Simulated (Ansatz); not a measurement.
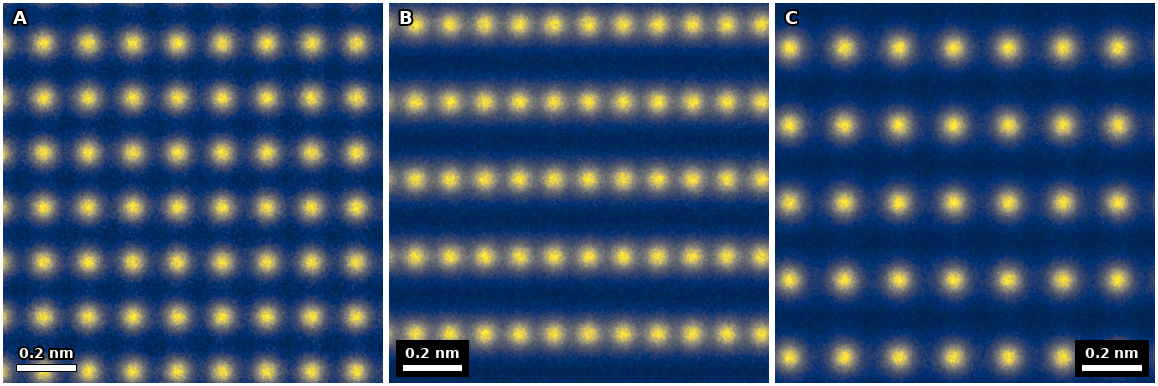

Three views of Ge (Pm-3m, No. 221) along different zone axes. Simulated as the projected potential of neutral atoms (B = 0.5 Å²) blurred by a 0.50 Å probe, the thin-sample limit of integrated differential phase contrast. Shot noise was added. Structure: the input geometry of a calculation; the starting structure was generated, so it need not be a known form of this composition.

```xyz
1
Lattice="2.6466 0.0000 0.0000 0.0000 2.6466 0.0000 0.0000 0.0000 2.6466" Properties=species:S:1:pos:R:3 pbc="T T T"
Ge    0.0000    0.0000    0.0000
```

> Match the panels to the zone axes [110], [210] and [211].

A is [211]: projected cell 1.53 × 1.87 Å, 90°, plane group p2mm. B is [210]: projected cell 1.18 × 2.65 Å, 90°, plane group p2mm. C is [110]: projected cell 1.87 × 2.65 Å, 90°, plane group p2mm.
